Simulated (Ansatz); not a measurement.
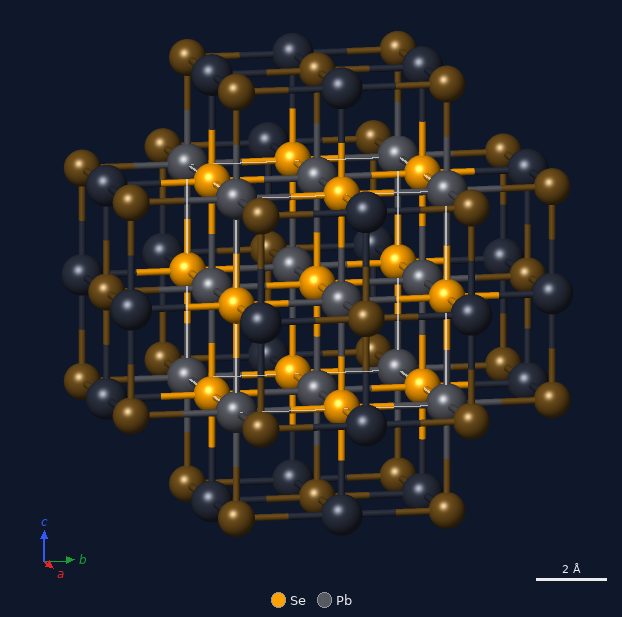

We look at a ball-and-stick model of the crystal slightly off an axis. The frame is the drawn cell (a repeat of the simulation cell); atoms at its boundary are shown with their periodic copies. The first bonded neighbours in the surrounding cells are also shown, in fainter colours.

PbSe, a = 6.218 Å, b = 6.218 Å, c = 6.218 Å, α = 90.00°, β = 90.00°, γ = 90.00°. Strictly the space group is I4mm (No. 107, within 0.01 Å). It is a distorted form of a face-centred cubic structure, space group Fm-3m (No. 225) within 0.25 Å: rock salt (NaCl type). It derives from a structure type filled with these elements by a generator (whether the compound takes this form wasn't checked). Earlier steps of the study may have refined or changed the cell and positions. It went into a calculation with Ansatz.

This one geometry was computed with Ansatz (DFT, plane waves, PAW) at three levels of theory: r2SCAN, LDA and PBE.

Q: Which level gives the highest pressure at this volume, and what does that say about its equilibrium volume?

A: Highest: PBE (0.0 GPa), which points to the largest equilibrium volume. Lowest, with the smallest volume: LDA (-4.2 GPa). Levels within 0.5 GPa of each other can't be told apart.

Q: How does the band gap change with the level of theory?

A: LDA: a gap of 0.32 eV, direct; PBE: a gap of 0.43 eV, direct; r2SCAN: a gap of 0.73 eV, direct.

Q: Collect the results in a table.

A:
| level | cutoff (eV) | k-mesh of the run's cell | gap (eV) | pressure (GPa) |
| --- | --- | --- | --- | --- |
| r2SCAN | 500 | 12×12×12 | 0.73 | -1.0 |
| LDA | 420 | 12×12×12 | 0.32 | -4.2 |
| PBE | 420 | 12×12×12 | 0.43 | 0.0 |

Gaps are taken on the k-mesh or band path of each run.
